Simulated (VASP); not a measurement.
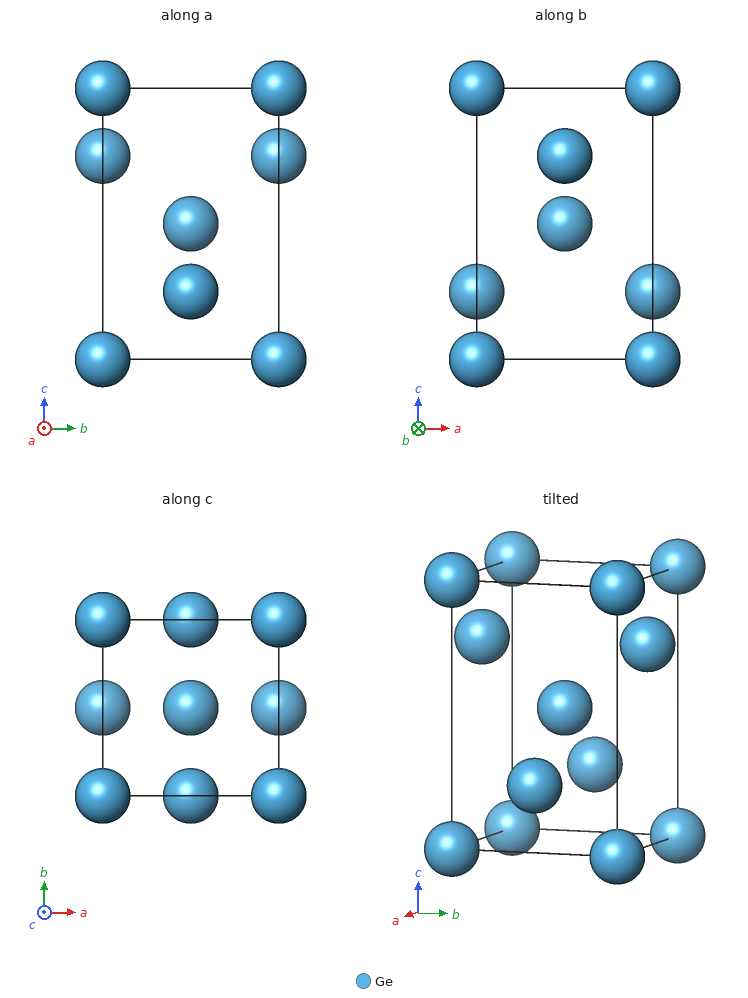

Crystal structure, spheres-only style, seen along the a axis, along the b axis, along the c axis and slightly off an axis. The frame is the conventional unit cell; atoms at its boundary are shown with their periodic copies.

Lattice parameters: a = 3.811 Å, b = 3.811 Å, c = 5.869 Å, α = 90.00°, β = 90.00°, γ = 90.00°.

Q: Write down what is shown as a table of Wyckoff sites.

A: Space group I4_1/amd:1 (No. 141).
| atom | site | x | y | z |
| --- | --- | --- | --- | --- |
| Ge | 4a | 0.0000 | 0.0000 | 0.0000 |

The structure was taken from a structure type filled with this element by a generator (whether the element takes this form wasn't checked). The cell was then strained or its atoms displaced on purpose. It was run through VASP as a DFT input.

At this level of theory the cell isn't at rest (compressed, at 9 GPa), so its distances can differ from those at equilibrium, the more so the softer the solid.
